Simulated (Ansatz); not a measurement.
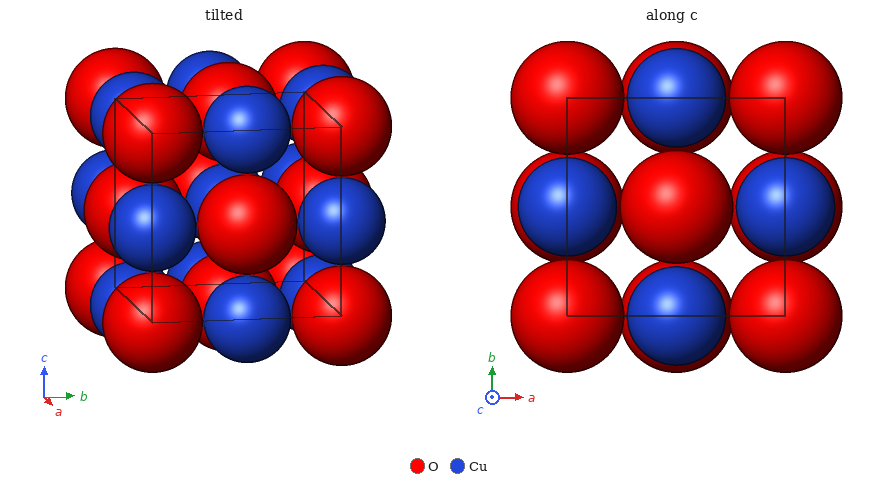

The figure gives a space-filling picture of the atoms, viewed slightly off an axis and along the c axis. Atoms at the boundary of the drawn cell (a repeat of the simulation cell) (the box) are drawn once for each face, edge or corner they touch. Cell: a = 4.25 Å, b = 4.25 Å, c = 4.24 Å, α = 90.00°, β = 90.00°, γ = 90.00°.

Starting structure: a random cell made by a generator, so it need not be a real form of the compound. Earlier steps of the study, as a rule a relaxation of our own, may have changed the cell and positions, so they can lie some per cent off the listed ones. It went into a calculation with Ansatz.

### Describe the arrangement of the atoms.

The solid is CuO. Within 0.01 Å the space group is Fm-3m (No. 225), face-centred cubic: rock salt (NaCl type). There are 8 atoms in the cell: 4 Cu, 4 O. O is coordinated by six Cu in an octahedral arrangement at about 2.1 Å. The coordination shell of Cu holds six O in an octahedral arrangement at about 2.1 Å.

The numbers come from DFT PBE, scalar-relativistic, plane waves, PAW (Ansatz 0.2.0), using a kinetic-energy cutoff of 420 eV, k-points about 0.11 Å⁻¹ apart, Gaussian smearing of 0.1 eV, no spin polarisation.

### Metal or not?

A metal: bands cross the Fermi level.

### What does a Bader analysis give?

Cu +1.06 e; O -1.06 e.

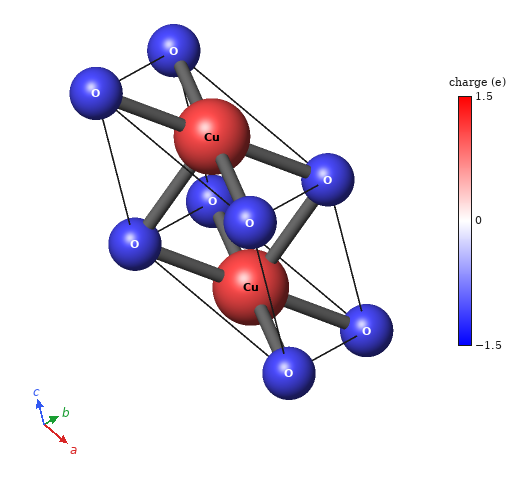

The atoms coloured by those charges. The run's cell of 2 atoms is drawn, so axes and origin can differ from the first picture.

### Can this geometry be taken as optimised?

Yes. All forces vanish to within 0.01 eV/Å. The pressure is 0.0 GPa, close to zero.
